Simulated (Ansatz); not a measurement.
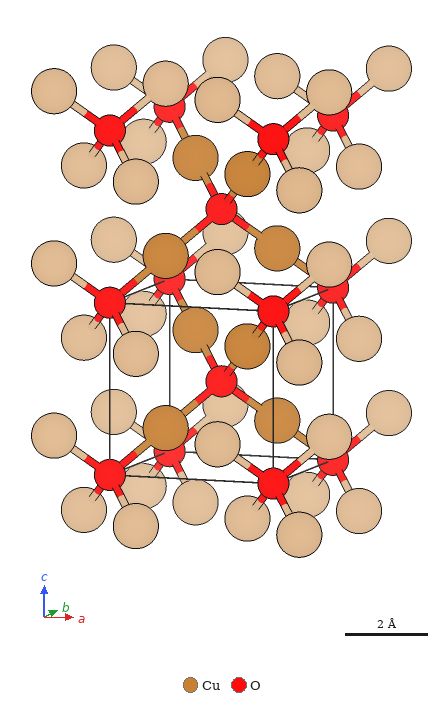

**Figure 1.** The input geometry (ball-and-stick view of the cell of the calculation, repeated 1 × 1 × 2, seen slightly off an axis; neighbours outside the cell are drawn fainter). Near neighbours in the crystal (not all of them lie inside the picture): Cu has 2 O at 1.84 Å; O has 4 Cu at 1.84 Å.

**Single-point calculation, with input and output: Cu2O (part 1 of 2)**

Cu2O (6 atoms in the cell), computed with DFT, HSE06, plane waves, PAW, no spin polarisation (Ansatz 0.2.0).

The structure derives from an entry of the Crystallography Open Database. The geometry comes from this level: r2SCAN.

Input file
```yaml
crystal:
  lattice:
    - [4.2460804562, 0.0, 0.0]
    - [0.0, 4.2460804562, 0.0]
    - [0.0, 0.0, 4.2460804562]
  atoms:
    - { symbol: Cu, position: [0.25, 0.25, 0.25] }
    - { symbol: Cu, position: [0.25, 0.75, 0.75] }
    - { symbol: Cu, position: [0.75, 0.75, 0.25] }
    - { symbol: Cu, position: [0.75, 0.25, 0.75] }
    - { symbol: O, position: [0.0, 0.0, 0.0] }
    - { symbol: O, position: [0.5, 0.5, 0.5] }
kpoints:
  mp_grid: { grid: [4, 4, 4] }
  band_path:
    path: [[0.0, 0.0, 0.0], [0.0, 0.5, 0.0], [0.5, 0.5, 0.0], [0.5, 0.5, 0.5]]
    npoints: 1
hamiltonian:
  xc: hse06
scf:
  occupations: { method: fixed }
  n_extra_bands: 5
output:
  forces: true
  stress: true
  eigenvalues: true
  write_density: true
  write_potential: true
  elf: true
  volumetric_format: npy
```

Run on 4 threads of Arm Neoverse V2, 24 GiB of memory available, shared host.

Launch command:
```bash
ansatz run input.yaml --threads 4 --pin off --max-ram 5529MiB --backend cpu --events-out ev --progress --plain --runs-dir out
```

What the program printed
```
Warning: output.stress: scf.convergence.dr2_threshold = 1e-7 eV (the SCF's general default) is looser than the 6e-10 eV advised for a printed stress (1e-10 eV for each atom of the cell: 6). What an SCF threshold leaves in a stress goes as its square root, and in the free energy as the threshold itself, and one threshold admits the most on a small cell: of the crystals measured, under no hybrid functional and no lock of the moments, on runs that ended without the residual-converged pass, on stresses that held no estimate of that error, the worst erred by over 100 MPa in a component at 1e-7 eV an atom and by under 5 at 1e-10. Set scf.convergence.dr2_threshold to 6e-10 eV or tighter. The threshold is an SCF's pass mark: one that does not reach it within its budget of iterations ends unconverged, or closes short of it on a stop that the run arms, and scf.convergence.dr2_threshold's page says what that costs each kind of run
Warning: output.stress: scf.exx.energy_threshold = 1e-6 eV is looser than the 6e-8 eV advised for a stress under a hybrid functional (1e-8 eV for each atom of the cell: 6). Every SCF of the exchange loop can meet its threshold on dr2 while the loop round them stops early: no threshold on dr2 bounds what that leaves in the stress. Set scf.exx.energy_threshold to 6e-8 eV or tighter. The threshold is the loop's pass mark: a loop that does not reach it within its budget of cycles ends unconverged, and scf.exx.energy_threshold's page has the law
scf.n_extra_bands = 5 over 44 filled bands (N_el = 88.0): the run solves 49 bands
Engine: ansatz 0.2.0, aarch64-unknown-linux-gnu
Pseudopotentials: kind: paw
Pseudopotential: Cu, paw, valence charge 19, recommended cutoff 420 eV (normal), Cu.paw.azcp
Pseudopotential: O, paw, valence charge 6, recommended cutoff 420 eV (normal), O.paw.azcp
Functional definition: HSE06
  parameter a = 0.25
  parameter omega = 0.11/bohr
  exchange = pbe_x - a*pbe_x_sr(omega) + a*exact_x_sr(omega)
  correlation = pbe_c
davidson cushion auto → on  (no smearing: the cushion is to keep the highest requested band from converging to the state above it; pin scf.eigensolver.cushion to override)
Crystal: 6 atoms, lattice volume = 76.553 Å³
Basis set: ecut = 420 eV, 1503 PW (Γ), exchange–correlation on 60×60×60 points (8 copies of the dense FFT grid, shifted against one another)
Bands: 49, of which v1, the nominal top of the filled ones, is band 44 counted from 1 (43 counted from 0)
Symmetry: 48 space group operations
Space group: Pn-3m (ITA 224), of the structure as read, at distance tolerance 4.2e-5 Å
k-points: 10 of 64
Non-local potential: Cu, projectors of the file, l = 0: 3, l = 1: 2, l = 2: 3, l = 3: 1
Non-local potential: O, projectors of the file, l = 0: 2, l = 1: 2, l = 2: 1
PAW form: soft (Blöchl's): semilocal exchange-correlation on the pseudo side does not see the compensation charge
PAW frozen core: Cu, regenerated for the run's functional, and the local potential with it (the file was generated under x = pbe(κ = 0.804, μ = 0.2195149727645171), c = pbe(β = 0.06672455060314922))
PAW frozen core: O, regenerated for the run's functional, and the local potential with it (the file was generated under x = pbe(κ = 0.804, μ = 0.2195149727645171), c = pbe(β = 0.06672455060314922))
PAW one-centre angular grid: Cu, 590 points (default); XC on 64 Gauss nodes
PAW one-centre angular grid: O, 110 points (default); XC on 96 Gauss nodes
Initial density: superposition of atomic densities (neutral atoms: chi_scale 0, normalization atom), corrected by the library's trained network
Initial wavefunctions: pseudopotential atomic-orbital guess
Functional: x = pbe(κ = 0.804, μ = 0.2195149727645171), c = pbe(β = 0.06672455060314922), warm-up for x = pbe(κ = 0.804, μ = 0.2195149727645171) + 0.25 (exact − pbe) at short range (hse, ω = 0.20786987370883472 Å⁻¹), c = pbe(β = 0.06672455060314922); HSE06 as pw.x's `hse` composes it (authors' and Libxc's form: `xc: wpbeh`)
SCF iter   1: F=—  HF=-27632.946481 eV  |F-HF|=—  |Δ(HF+E_count)|=         —  Δρ=1.82e-3  dr2=1.28e-3  ethr=1.77e-3  ⟨swp⟩=7.7  Hψ=2142  notcnv=0
preconditioner: auto → none  [insulator: Δε(μ)=0.558 eV  Ē_g=7.948 eV  n_scr=26 (ndim 8)  ℏωp=31.8 eV  f_vac=0.020]
SCF iter   2: F=—  HF=-27632.949072 eV  |F-HF|=—  |Δ(HF+E_count)|=   2.59e-3  Δρ=1.49e-3  dr2=9.74e-4  ethr=1.46e-6  ⟨swp⟩=4.9  Hψ=1932  notcnv=0
SCF iter   3: F=—  HF=-27632.948969 eV  |F-HF|=—  |Δ(HF+E_count)|=   1.03e-4  Δρ=6.78e-4  dr2=1.34e-4  ethr=1.11e-6  ⟨swp⟩=3.0  Hψ=1281  notcnv=0
iter 4 solved again at ethr=1.19e-8 eV; its pass at ethr=1.52e-7 eV (dr2=1.05e-5 eV) is discarded
SCF iter   4: F=-27632.949125 eV  HF=-27632.949073 eV  |F-HF|=5.18e-5  |Δ(HF+E_count)|=   1.04e-4  Δρ=2.35e-4  dr2=1.05e-5  ethr=1.19e-8  ⟨swp⟩=2.6  Hψ=2395  notcnv=0
SCF 1 stopped early in 4 iterations: F = -27632.949125 eV  dr2 = 1.05e-5
  greatest PAW one-centre occupation: 1.000 electrons in one spin orbital (limit 2), on the Cu atom at site 0 (counted from 0), in its partial waves of l = 0
Initial density: handed on by an earlier stage of this run
Initial wavefunctions: those handed on with the density
Functional: x = pbe(κ = 0.804, μ = 0.2195149727645171) + 0.25 (exact − pbe) at short range (hse, ω = 0.20786987370883472 Å⁻¹), c = pbe(β = 0.06672455060314922); HSE06 as pw.x's `hse` composes it (authors' and Libxc's form: `xc: wpbeh`)
Exchange kernel: α = 0.2500, screened, ω = 0.2079 Å⁻¹, Wigner–Seitz truncation, v(0) = 1039.3651 eV·Å³, q-mesh 4×4×4, nearest image of the exchange supercell L = 16.98 Å, pair-density grid 24×24×24, without the augmentation charges, whose exchange is taken in its separable form by FFT convolution over the k-point mesh (sized by the pseudopotential files, 30×30×30 at the most), smooth part of the exact exchange by density-matrix convolution
Frozen-core exchange: fock
SCF iter   1: F=—  HF=-27629.271855 eV  |F-HF|=—  |Δ(HF+E_count)|=         —  Δρ=5.55e-2  dr2=1.63e0  ethr=1.20e-7  ⟨swp⟩=7.0  Hψ=2873  notcnv=0
preconditioner: auto → none  [insulator: Δε(μ)=1.995 eV  Ē_g=10.427 eV  n_scr=26 (ndim 8)  ℏωp=31.8 eV  f_vac=0.020]
SCF iter   2: F=—  HF=-27629.310365 eV  |F-HF|=—  |Δ(HF+E_count)|=   3.85e-2  Δρ=5.03e-2  dr2=1.23e0  ethr=1.20e-7  ⟨swp⟩=6.2  Hψ=2643  notcnv=0
SCF iter   3: F=—  HF=-27628.946353 eV  |F-HF|=—  |Δ(HF+E_count)|=   3.64e-1  Δρ=9.53e-3  dr2=5.77e-2  ethr=1.20e-7  ⟨swp⟩=5.8  Hψ=2410  notcnv=0
SCF iter   4: F=—  HF=-27629.006679 eV  |F-HF|=—  |Δ(HF+E_count)|=   6.03e-2  Δρ=8.02e-3  dr2=3.96e-2  ethr=1.20e-7  ⟨swp⟩=4.8  Hψ=2032  notcnv=0
SCF iter   5: F=—  HF=-27628.998002 eV  |F-HF|=—  |Δ(HF+E_count)|=   8.68e-3  Δρ=7.66e-4  dr2=5.69e-4  ethr=1.20e-7  ⟨swp⟩=4.2  Hψ=2023  notcnv=0
SCF iter   6: F=—  HF=-27628.999414 eV  |F-HF|=—  |Δ(HF+E_count)|=   1.41e-3  Δρ=9.50e-4  dr2=4.33e-4  ethr=1.20e-7  ⟨swp⟩=4.0  Hψ=1660  notcnv=0
SCF iter   7: F=-27628.999303 eV  HF=-27628.999309 eV  |F-HF|=6.17e-6  |Δ(HF+E_count)|=   1.05e-4  Δρ=1.98e-4  dr2=3.87e-5  ethr=1.20e-7  ⟨swp⟩=3.1  Hψ=1387  notcnv=0
SCF 2 stopped early in 7 iterations: F = -27628.999303 eV  dr2 = 3.87e-5
  greatest PAW one-centre occupation: 1.000 electrons in one spin orbital (limit 2), on the Cu atom at site 3 (counted from 0), in its partial waves of l = 0
hybrid outer 1: dexx = +7.167e-2 eV, tail = 3.91e-4 eV
Exchange kernel: α = 0.2500, screened, ω = 0.2079 Å⁻¹, Wigner–Seitz truncation, v(0) = 1039.3651 eV·Å³, q-mesh 4×4×4, nearest image of the exchange supercell L = 16.98 Å, pair-density grid 24×24×24, without the augmentation charges, whose exchange is taken in its separable form by FFT convolution over the k-point mesh (sized by the pseudopotential files, 30×30×30 at the most), smooth part of the exact exchange by density-matrix convolution
Frozen-core exchange: fock
SCF iter   1: F=—  HF=-27628.999256 eV  |F-HF|=—  |Δ(HF+E_count)|=         —  Δρ=3.64e-4  dr2=7.22e-5  ethr=2.22e-6  ⟨swp⟩=3.1  Hψ=1127  notcnv=0
preconditioner: auto → none  [insulator: Δε(μ)=2.031 eV  Ē_g=10.116 eV  n_scr=26 (ndim 8)  ℏωp=31.8 eV  f_vac=0.024]
SCF iter   2: F=—  HF=-27628.999248 eV  |F-HF|=—  |Δ(HF+E_count)|=   7.64e-6  Δρ=3.24e-5  dr2=1.24e-6  ethr=6.94e-8  ⟨swp⟩=4.0  Hψ=1492  notcnv=0
SCF iter   3: F=—  HF=-27628.999252 eV  |F-HF|=—  |Δ(HF+E_count)|=   4.05e-6  Δρ=2.13e-5  dr2=1.70e-7  ethr=4.63e-10  ⟨swp⟩=4.1  Hψ=1785  notcnv=0  defer=1
SCF iter   4: F=—  HF=-27628.999252 eV  |F-HF|=—  |Δ(HF+E_count)|=   1.46e-7  Δρ=2.57e-5  dr2=3.15e-7  ethr=1.42e-10  ⟨swp⟩=3.3  Hψ=1130  notcnv=0  defer=1
SCF iter   5: F=-27628.999252 eV  HF=-27628.999252 eV  |F-HF|=5.33e-9  |Δ(HF+E_count)|=   8.40e-8  Δρ=2.91e-6  dr2=4.94e-9  ethr=1.42e-10  ⟨swp⟩=3.0  Hψ=1299  notcnv=0
SCF 3 converged in 5 iterations: F = -27628.999252 eV  dr2 = 4.94e-9
  Residual-converged pass: ⟨swp⟩=3.0  Hψ=1212  notcnv=0  max |occ|·‖R‖ = 2.3e-6 eV (tolerance 2.4e-6 eV)  dr2=4.85e-9  dr2_onsite=2.08e-9  max |Δocc| = 0.0e0
hybrid outer 2: dexx = +5.290e-6 eV, tail = 2.73e-7 eV, Δε = 8.37e-3 eV (about 3.18e-4 eV left of the loop's levels)
Exchange kernel: α = 0.2500, screened, ω = 0.2079 Å⁻¹, Wigner–Seitz truncation, v(0) = 1039.3651 eV·Å³, q-mesh 4×4×4, nearest image of the exchange supercell L = 16.98 Å, pair-density grid 24×24×24, without the augmentation charges, whose exchange is taken in its separable form by FFT convolution over the k-point mesh (sized by the pseudopotential files, 30×30×30 at the most), smooth part of the exact exchange by density-matrix convolution
Frozen-core exchange: fock
SCF iter   1: F=—  HF=-27628.999253 eV  |F-HF|=—  |Δ(HF+E_count)|=         —  Δρ=5.37e-6  dr2=1.54e-8  ethr=1.55e-9  ⟨swp⟩=3.3  Hψ=1109  notcnv=0
preconditioner: auto → none  [insulator: Δε(μ)=2.032 eV  Ē_g=10.117 eV  n_scr=26 (ndim 8)  ℏωp=31.8 eV  f_vac=0.024]
SCF iter   2: F=-27628.999253 eV  HF=-27628.999253 eV  |F-HF|=1.31e-9  |Δ(HF+E_count)|=  9.09e-10  Δρ=1.03e-6  dr2=1.33e-9  ethr=1.54e-11  ⟨swp⟩=3.6  Hψ=1488  notcnv=0
SCF 4 converged in 2 iterations: F = -27628.999253 eV  dr2 = 1.33e-9
  Residual-converged pass: ⟨swp⟩=2.0  Hψ=1013  notcnv=0  max |occ|·‖R‖ = 2.4e-6 eV (tolerance 2.4e-6 eV)  dr2=1.32e-9  dr2_onsite=2.27e-9  max |Δocc| = 0.0e0
```

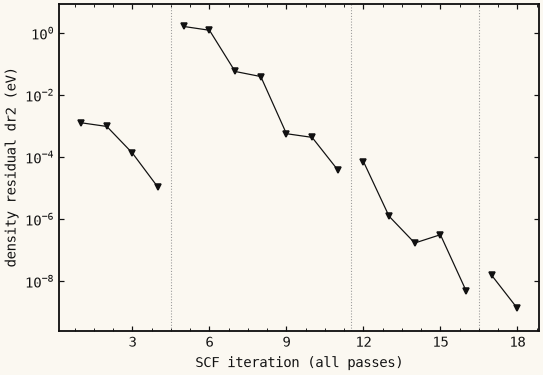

**Figure 2.** Convergence of the self-consistent field: density residual dr2 against the SCF iteration. The run starts with a semilocal functional; after that each stretch between dotted lines is one SCF of the hybrid functional between two exact rebuilds of the exchange operator by the outer loop. Early passes are stopped at a loose threshold. The passes take 4, 7, 5 and 2 iterations.

```
hybrid outer 3: dexx = +7.183e-9 eV, tail = 7.31e-9 eV, Δε = 1.88e-4 eV (about 4.39e-5 eV left of the loop's levels), ΔF = 2.31e-18 eV/Å (tail 4.96e-4)
the search or the solves at the SCF's close seem to have found levels that the self-consistency loop had missed (the run counts 1). By its estimate they hold under 1e-12 electrons; where the run keeps them, the occupations were computed again with them
NSCF: frozen V_eff on 4 k-points
hybrid SCF converged: 3 outer / 14 inner (+4 warm-up), last move |dexx| = 7.18e-9 eV, tail = 7.31e-9 eV
Stability not checked: this state was not tested for a lower state beside it, because the functional holds exact exchange (a hybrid, or Hartree-Fock), whose exchange loop this test does not read (fock_operator; see scf.lower_state_search)
Free energy (F): -27628.999253 eV
Frozen-core exchange: fock
Harris-Foulkes:  -27628.999253 eV  (|F-HF|=1.31e-9)
Internal energy: -27628.999253 eV  (E = F + TS)
E sigma→0 (E₀):  -27628.999253 eV
Fermi energy:    10.125950 eV
--- Per-component energies (eV) ---
  E_band       = -2070.091677
  E_kinetic    = 1551.121328
  E_local      = -19771.143903  (includes V_loc(G=0)·N_el)
  E_nonlocal   = 1713.170030
  E_hartree    = 8677.042917
  E_xc         = -399.016330
  E_vxc        = -508.372211  (∫ρ·V_xc dr)
  E_exx        = -475.059264  (= α·E_x^exact, valence–valence)
  E_paw        = -6633.747532  (= ΣΔE_a)
  E_vpaw       = -1458.842240  (= ΣTr[D̂ρ^β])
  E_aug_tail   = 0.005955  (compensation charges beyond the density's cutoff)
  E_ewald      = -12290.418073
  E_core_change = -0.954383  (= ΣΔE_core)
  E_smearing   = -0.000000  (= −TS)
  E_closure    = 0.000002  (closes the sum)
  Σ components = -27628.999253   (vs F -27628.999253, Δ=0.00e0)
```
